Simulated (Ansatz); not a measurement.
**CdO: a O atom hops into a vacancy**

One O atom is taken out of a 2×2×2 supercell of CdO. How high is the barrier for its neighbour O12, 3.33 Å away, to move into the hole? The program relaxes both ends, then the band.

Program: Ansatz 0.2.0. Level of theory: DFT PBE, plane waves, PAW, scalar-relativistic, no spin polarisation. These are calculated values, not measurements.

### 1 The structure to begin with

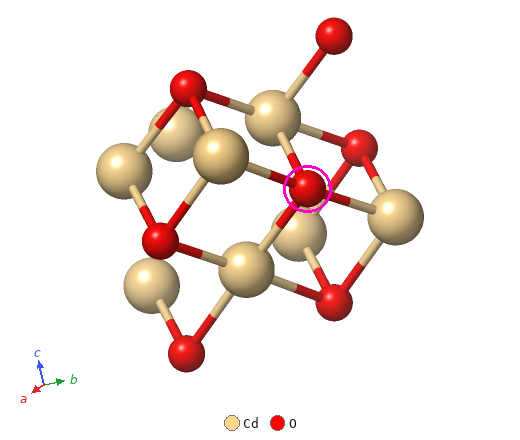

The starting structure, seen slightly off an axis (cadmium orange, oxygen red). Each atom of the cell is drawn once, at one copy chosen for all pictures, so bonds across the cell's faces may be missing. Ringed: O12.

The empty site lies at (2.36, 7.07, 2.34) Å, and O12 starts at (4.68, 7.09, 4.73) Å. All atoms were shaken by about 0.02 Å to break the symmetry.

Structure file:

```xyz
15
Lattice="0.0000 4.7182 4.7182 4.7182 0.0000 4.7182 4.7182 4.7182 0.0000" Properties=species:S:1:pos:R:3 pbc="T T T"
Cd    0.0046    0.0262    0.0100
O     2.3457    2.3589    2.3595
Cd    2.3743    2.3944   -0.0014
O     4.7400    4.7473    2.3399
Cd    2.3626    0.0240    2.3610
O     4.7150    2.3391    4.6953
Cd    4.7229    2.3372    2.3517
O     7.0543    4.7074    4.7300
Cd    0.0104    2.3665    2.3428
O     2.3358    4.7102    4.7265
Cd    2.3547    4.7280    2.3664
O     4.6818    7.0852    4.7250
Cd    2.3558    2.3590    4.7048
O     4.7590    4.7153    7.1419
Cd    4.7403    4.7289    4.7137
```

### 2 Relaxing the ends and the band

crystal.atoms is the first end and neb.final_atoms the second, which differs in O12 alone.

input.yaml

```yaml
crystal:
  lattice:
    - [0.0, 4.71823692, 4.71823692]
    - [4.71823692, 0.0, 4.71823692]
    - [4.71823692, 4.71823692, 0.0]
  atoms:
    - { symbol: Cd, position: [0.00334858, -0.00123067, 0.00220952] }
    - { symbol: O, position: [0.25143791, 0.24863492, 0.24851819] }
    - { symbol: Cd, position: [0.00197534, -0.00227737, 0.50549189] }
    - { symbol: O, position: [0.24873546, 0.24719197, 0.75741745] }
    - { symbol: Cd, position: [0.00236494, 0.49802489, 0.00271572] }
    - { symbol: O, position: [0.24579158, 0.74934827, 0.24995908] }
    - { symbol: Cd, position: [-0.00360337, 0.50203273, 0.49895215] }
    - { symbol: O, position: [0.25254204, 0.74994698, 0.745158] }
    - { symbol: Cd, position: [0.49793724, -0.00140545, 0.00361737] }
    - { symbol: O, position: [0.75249855, 0.24925914, 0.24579283] }
    - { symbol: Cd, position: [0.5022771, -0.00072488, 0.49979052] }
    - { symbol: O, position: [0.75541085, 0.24603012, 0.74624924] }
    - { symbol: Cd, position: [0.49890812, 0.49824084, 0.00106245] }
    - { symbol: O, position: [0.7522195, 0.76146844, 0.24716185] }
    - { symbol: Cd, position: [0.49831528, 0.50072882, 0.5039437] }
kpoints:
  mp_grid: { grid: [3, 3, 3] }
magnetization:
  spin_polarized: false
scf:
  occupations: { method: fermi_dirac, width: 0.05 }
hamiltonian:
  pseudopotentials: { kind: paw }
  xc: pbe
basis:
  ecutwfc: 420
neb:
  images: 3
  relax_end_points: true
  climbing: true
  f_tol: 0.1
  max_iterations: 40
  order_check: false
  final_atoms:
    - { symbol: Cd, position: [0.00334858, -0.00123067, 0.00220952] }
    - { symbol: O, position: [0.25143791, 0.24863492, 0.24851819] }
    - { symbol: Cd, position: [0.00197534, -0.00227737, 0.50549189] }
    - { symbol: O, position: [0.24873546, 0.24719197, 0.75741745] }
    - { symbol: Cd, position: [0.00236494, 0.49802489, 0.00271572] }
    - { symbol: O, position: [0.24579158, 0.74934827, 0.24995908] }
    - { symbol: Cd, position: [-0.00360337, 0.50203273, 0.49895215] }
    - { symbol: O, position: [0.25254204, 0.74994698, 0.745158] }
    - { symbol: Cd, position: [0.49793724, -0.00140545, 0.00361737] }
    - { symbol: O, position: [0.75249855, 0.24925914, 0.24579283] }
    - { symbol: Cd, position: [0.5022771, -0.00072488, 0.49979052] }
    - { symbol: O, position: [0.74744118, -0.25105759, 0.75121854] }
    - { symbol: Cd, position: [0.49890812, 0.49824084, 0.00106245] }
    - { symbol: O, position: [0.7522195, 0.76146844, 0.24716185] }
    - { symbol: Cd, position: [0.49831528, 0.50072882, 0.5039437] }
```

Launch:

```bash
$ ansatz run input.yaml --threads 4 --pin off --max-ram 8192MiB --backend cpu --events-out ev --progress --plain --runs-dir out
```

Standard output (excerpt; [...] marks lines left out):

```text
Warning: neb: disabling space-group detection — the band's intermediate images generally break the endpoint symmetry, so no spatial operation reduces the k-mesh or symmetrises the density, except that a semilocal band can use its path's symmetry ahead of convergence; time reversal is [...]
Warning: RAYON_NUM_THREADS=4 ignored (pool sized by the plan → 4); use --threads N
[...]
Pseudopotentials: kind: paw
Pseudopotential: Cd, paw, valence charge 20, recommended cutoff 420 eV (normal), Cd.paw.azcp
Pseudopotential: O, paw, valence charge 6, recommended cutoff 420 eV (normal), O.paw.azcp
Functional definition: PBE
[...]
parallel-image band execution: 2 concurrent image workers
NEB image 0
Crystal: 15 atoms, lattice volume = 210.073 Å³
Basis set: ecut = 420 eV, 4111 PW (Γ), exchange–correlation on 90×90×90 points (8 copies of the dense FFT grid, shifted against one another)
Bands: 122, of which v1, the nominal top of the filled ones, is band 101 counted from 1 (100 counted from 0)
Symmetry: 1 space group operations
k-points: 14 of 27 (time reversal used)
[...]
SCF iter   1: F=—  HF=-70003.588956 eV  |F-HF|=—  |Δ(HF+E_count)|=         —  Δρ=4.29e-3  dr2=6.06e-2  ethr=1.77e-3  ⟨swp⟩=5.4  Hψ=5643  notcnv=0  defer=67
[...]
NSCF: frozen V_eff on 14 k-points
NEB image 4
[...]
NSCF: frozen V_eff on 14 k-points
NEB end point (image 0): max|allowed force component| = 4.778e-1 eV/Å (the criterion of neb.relax_end_points is 2.000e-2)
NEB end point (image 4): max|allowed force component| = 4.736e-1 eV/Å (the criterion of neb.relax_end_points is 2.000e-2)
NEB image 0, for its relaxation
[...]
NEB image 0, for its relaxation
[...]
NEB image 0, for its relaxation
[...]
NEB image 0
[...]
NSCF: frozen V_eff on 14 k-points
NEB end point (image 0): relaxed in 21 SCF iterations, 0.105160 eV lower, largest move of an atom 0.074 Å; not tested for a saddle point
NEB image 4, for its relaxation
[...]
SCF iter   1: F=—  HF=-70003.593491 eV  |F-HF|=—  |Δ(HF+E_count)|=         —  Δρ=4.98e-6  dr2=7.36e-8  ethr=3.62e-11  ⟨swp⟩=1.0  Hψ=4781  notcnv=0
[...]
```

### 3 The log goes on

Output, continued (excerpt; [...] marks lines left out):

```text
[...]
SCF iter   2: F=-70003.593503 eV  HF=-70003.593503 eV  |F-HF|=1.47e-9  |Δ(HF+E_count)|=   1.19e-5  Δρ=3.16e-6  dr2=3.20e-8  ethr=3.62e-11  ⟨swp⟩=2.0  Hψ=2495  notcnv=0
[...]
NEB image 4, for its relaxation
[...]
NEB image 4, for its relaxation
[...]
NEB image 4
[...]
NSCF: frozen V_eff on 14 k-points
NEB end point (image 4): relaxed in 20 SCF iterations, 0.087975 eV lower, largest move of an atom 0.072 Å; not tested for a saddle point
NEB image 1
[...]
NEB image 2
[...]
NEB image 3
[...]
NEB iter   1: max|band force component| = 1.207e1 eV/Å  barrier→ = 6.5625 eV  barrier← = 6.5621 eV  Δτ_max = 0.2000 Å  (47 SCF iters)
[...]
NEB iter   2: max|band force component| = 3.547e0 eV/Å  barrier→ = 2.4354 eV  barrier← = 2.4350 eV  Δτ_max = 0.0886 Å  (22 SCF iters)
NEB image 1
[...]
SCF iter   7: F=-70003.102453 eV  HF=-70003.102453 eV  |F-HF|=2.68e-9  |Δ(HF+E_count)|=   6.81e-8  Δρ=2.84e-6  dr2=1.88e-8  ethr=4.95e-11  ⟨swp⟩=4.0  Hψ=4681  notcnv=0
[...]
NEB image 2
[...]
```

### 4 The output, continued

Output, continued (excerpt; [...] marks lines left out):

```text
SCF iter   1: F=—  HF=-70001.941662 eV  |F-HF|=—  |Δ(HF+E_count)|=         —  Δρ=1.22e-2  dr2=1.99e-1  ethr=9.66e-5  ⟨swp⟩=2.7  Hψ=6829  notcnv=0
[...]
NEB image 3
[...]
NEB iter   3: max|band force component| = 1.626e0 eV/Å  barrier→ = 1.7936 eV  barrier← = 1.7933 eV  Δτ_max = 0.0764 Å  (21 SCF iters)
[...]
NEB iter   6: max|band force component| = 1.042e-1 eV/Å  barrier→ = 1.5235 eV  barrier← = 1.5231 eV  CI = image 2  Δτ_max = 0.0126 Å  (6 SCF iters)
[...]
NEB iter   7: max|band force component| = 4.769e-2 eV/Å  barrier→ = 1.5224 eV  barrier← = 1.5221 eV  CI = image 2  Δτ_max = 0.0000 Å  (18 SCF iters)
SCF converged after 6 iterations
Free energy (F): -70002.159389 eV
[...]
E sigma→0 (E₀):  -70002.159287 eV
Entropy (-TS):   -0.000203 eV (-0.014 meV/atom)
Fermi energy:    13.816893 eV
[...]
--- Forces (eV/Å), atoms counted from 1 ---
[...]
  atom   7  Cd    -0.00538601     0.00174236     0.00520523
  atom   8  O     -0.00054277    -0.00543385     0.00139456
[...]
--- Band table (eV; the first three rows and the last of 14) ---
[...]
this run last wrote the band of iteration 7 to <dir>; this run last wrote the band within `neb.f_tol` of iteration 5 to <dir>
--- NEB band (5 images, 7 band iterations, 154 SCF iterations, 41 more in tests of the images' electronic states and relaxations of end points) ---
  forward barrier  = 1.522431 eV
  backward barrier = 1.522089 eV
  lagrangian_above_aufbau_ev (what the smearing adds, to first order; not taken off the barriers): saddle image -0.000023 eV, end points -0.000055 and -0.000056 eV
  climbing image's point = of an order that was not read
  energies are F+E_penalty+E_count in eV, relative to image 0
  image     s (Å)  Δ vs image 0  max|band force component| (eV/Å)
      0    0.0000      0.000000                                 —
      1    0.9124      0.541935                          4.705e-2
  *   2    1.8259      1.522431                          2.282e-2
```

### 5 The log goes on

Output, continued:

```text
      3    2.7395      0.541932                          4.769e-2
      4    3.6519      0.000342                                 —
  climbing-image geometry (image 2):
  cell:  # Å, volume = 210.0725 Å³
    - [0.0, 4.71823692, 4.71823692]
    - [4.71823692, 0.0, 4.71823692]
    - [4.71823692, 4.71823692, 0.0]
  atoms:
    - { symbol: Cd, position: [-0.016881158083325444, 6.933826247406891e-5, -0.016568201052651638] }
    - { symbol: O, position: [0.25061810351387664, 0.27791944487129455, 0.25083498478510996] }
    - { symbol: Cd, position: [0.05396125301775851, -0.00036377582006840575, 0.44756891401379506] }
    - { symbol: O, position: [0.2311246551773723, 0.2531285488915885, 0.763062178727429] }
    - { symbol: Cd, position: [-0.016864997542970328, 0.5340620713572193, -0.01660000637049175] }
    - { symbol: O, position: [0.2505488192693243, 0.7213088903653897, 0.2509143892144647] }
    - { symbol: Cd, position: [-0.01921465699605962, 0.4997670086143112, 0.520364669287305] }
    - { symbol: O, position: [0.2690255642270729, 0.7463555251449974, 0.7387324096005878] }
    - { symbol: Cd, position: [0.4473358406649347, -0.000484399602015545, 0.05422698819245381] }
    - { symbol: O, position: [0.7626863084618621, 0.25335611017853676, 0.23147154356046318] }
    - { symbol: Cd, position: [0.5181935676211487, -0.0007418315958757637, 0.5184777656446807] }
    - { symbol: O, position: [0.7489316610309305, 0.0012690654097118337, 0.7492096527810959] }
    - { symbol: Cd, position: [0.5200832253664616, 0.4997677932399747, -0.018931738142453802] }
    - { symbol: O, position: [0.73847271182296, 0.7465489774407473, 0.26927637696940654] }
    - { symbol: Cd, position: [0.5181533874486539, 0.46476212824171503, 0.5184846827888048] }
```

Run time: 4.8 min. Hardware: 4 threads of an x86-64 CPU, shared host; peak memory 1.6 GiB.

### 6 The band, image by image

The 3 inner images lie between the fixed ends 0 and 4. Energy is taken from image 0, and the path length is the program's own coordinate along the band.

| image | path (Å) | energy (eV) | O12 x y z (Å) | band force (eV/Å) |
| --- | --- | --- | --- | --- |
| 0 | 0.000 | 0.0000 | 4.72 7.08 4.72 | - |
| 1 | 0.912 | 0.5419 | 4.17 7.08 4.17 | 0.047 |
| 2* | 1.826 | 1.5224 | 3.54 7.07 3.54 | 0.023 |
| 3 | 2.740 | 0.5419 | 2.91 7.08 2.91 | 0.048 |
| 4 | 3.652 | 0.0003 | 2.36 7.08 2.36 | - |

The star marks the climbing image.

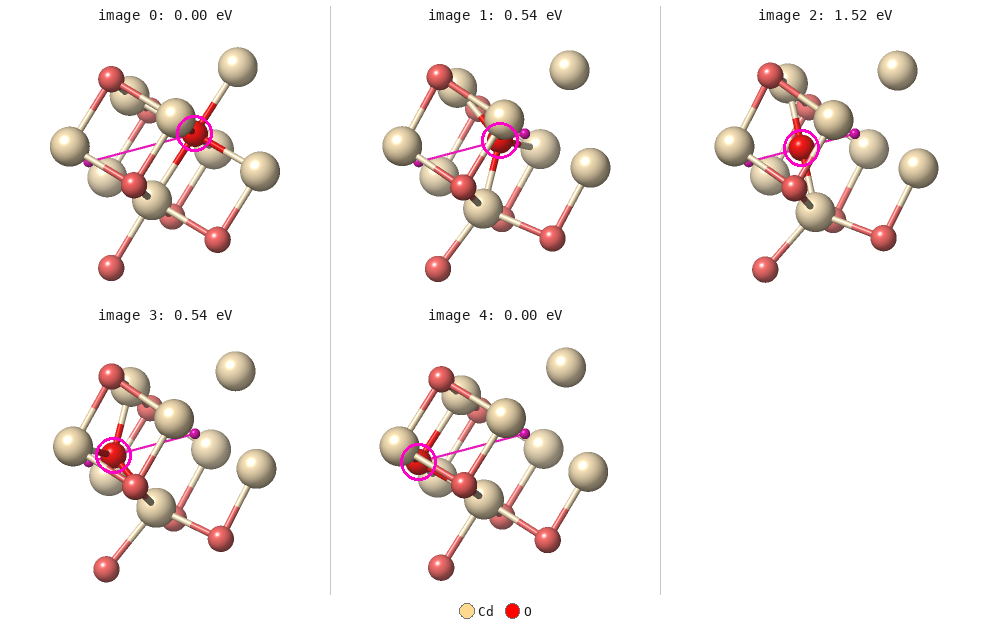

Snapshots along the band, viewed slightly off an axis. Ringed: O12. The magenta line is the track of the ringed atom over the whole band, with dots at its ends. Each atom of the cell is drawn once, at one copy chosen for all pictures, so bonds across the cell's faces may be missing; the others are paled. Sticks join atoms closer than a bonding distance in each image.

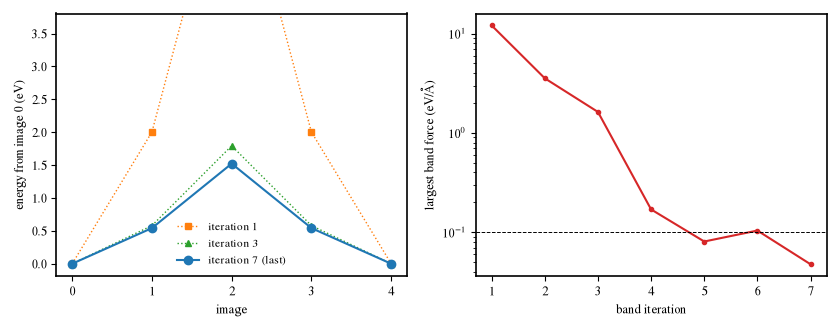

Left: energy of each image for early iterations and the last one (lines only join the points; early values far above the last band run off the scale). Right: the largest band force by iteration, with the threshold dashed.

The top of the band by iteration:

```csv
iteration,highest image above image 0 (eV),largest band force (eV/Å)
1,6.5625,12.069
2,2.4354,3.547
3,1.7936,1.626
4,1.5578,0.170
5,1.5291,0.081
6,1.5235,0.104
7,1.5224,0.048
```

Positions of all images (Å):

```xyz
15
Lattice="0.000 4.718 4.718 4.718 0.000 4.718 4.718 4.718 0.000" Properties=species:S:1:pos:R:3 pbc="T T T" image=0 dE=0.0000
Cd    0.001    0.006    0.002
O     2.361    2.365    2.362
Cd    2.360    2.364   -0.037
O     4.719    4.726    2.359
Cd    2.360   -0.032    2.361
O     4.720    2.365    4.719
Cd    4.759    2.365    2.361
O     7.077    4.724    4.719
Cd   -0.036    2.365    2.361
O     2.360    4.723    4.721
Cd    2.360    4.763    2.361
O     4.718    7.083    4.720
Cd    2.360    2.365    4.760
O     4.719    4.722    7.080
Cd    4.719    4.724    4.720
15
Lattice="0.000 4.718 4.718 4.718 0.000 4.718 4.718 4.718 0.000" Properties=species:S:1:pos:R:3 pbc="T T T" image=1 dE=0.5419
Cd   -0.054   -0.123   -0.054
O     2.469    2.365    2.468
Cd    2.163    2.365    0.130
O     4.746    4.698    2.291
Cd    2.411   -0.061    2.410
O     4.648    2.365    4.647
Cd    4.861    2.365    2.310
O     7.011    4.749    4.745
Cd    0.130    2.365    2.163
O     2.292    4.698    4.746
Cd    2.411    4.792    2.411
O     4.169    7.080    4.169
Cd    2.310    2.365    4.860
O     4.746    4.749    7.011
Cd    4.664    4.851    4.664
15
Lattice="0.000 4.718 4.718 4.718 0.000 4.718 4.718 4.718 0.000" Properties=species:S:1:pos:R:3 pbc="T T T" image=2 dE=1.5224
Cd   -0.078   -0.158   -0.079
O     2.495    2.366    2.494
Cd    2.110    2.366    0.253
O     4.795    4.691    2.285
Cd    2.442   -0.158    2.440
O     4.587    2.366    4.585
Cd    4.813    2.365    2.267
O     7.007    4.755    4.791
Cd    0.254    2.366    2.108
O     2.288    4.691    4.794
Cd    2.443    4.891    2.441
O     3.541    7.069    3.540
Cd    2.269    2.365    4.812
O     4.793    4.755    7.007
Cd    4.639    4.891    4.638
15
Lattice="0.000 4.718 4.718 4.718 0.000 4.718 4.718 4.718 0.000" Properties=species:S:1:pos:R:3 pbc="T T T" image=3 dE=0.5419
Cd   -0.047   -0.062   -0.049
O     2.435    2.365    2.432
Cd    2.234    2.365    0.198
O     4.790    4.698    2.333
Cd    2.418   -0.123    2.415
O     4.613    2.365    4.611
Cd    4.772    2.364    2.219
O     7.054    4.749    4.786
Cd    0.200    2.365    2.231
O     2.336    4.697    4.788
Cd    2.418    4.851    2.415
O     2.913    7.079    2.911
Cd    2.221    2.364    4.769
O     4.789    4.748    7.052
Cd    4.671    4.791    4.668
15
Lattice="0.000 4.718 4.718 4.718 0.000 4.718 4.718 4.718 0.000" Properties=species:S:1:pos:R:3 pbc="T T T" image=4 dE=0.0003
Cd    0.004   -0.023   -0.001
O     2.355    2.362    2.368
Cd    2.410    2.365    0.003
O     4.720    4.720    2.353
Cd    2.361    0.003    2.360
O     4.728    2.370    4.713
Cd    4.720    2.361    2.317
O     7.082    4.722    4.720
Cd    0.003    2.363    2.390
O     2.361    4.720    4.719
Cd    2.361    4.721    2.361
O     2.363    7.080    2.361
Cd    2.327    2.363    4.720
O     4.718    4.718    7.083
Cd    4.723    4.768    4.717
```

### 7 Results

```
                    quantity                                                                   value
      relaxation of the ends  0.105 eV lower, moves up to 0.07 Å; 0.088 eV lower, moves up to 0.07 Å
            barrier forwards                                                                 1.52 eV
           barrier backwards                                                                 1.52 eV
second end relative to first                                                                0.000 eV
               highest image                                                   2 of 0 to 4, climbing
             band iterations                                                                       7
```

**Reading.** The barrier from the first end is 1.52 eV, 59 times kT at 300 K, which at an assumed attempt frequency of 10^13 s⁻¹ means a rate near 10^-13 s⁻¹. The ends differ by 1 meV at most. The input switches the test of curvatures off, so the top was not shown to be a first-order saddle. The cell of 15 atoms is small, so the barrier is not converged with size. The vacancy is neutral; charged ones, often the stable form in such a crystal, weren't run, and their barriers can differ.
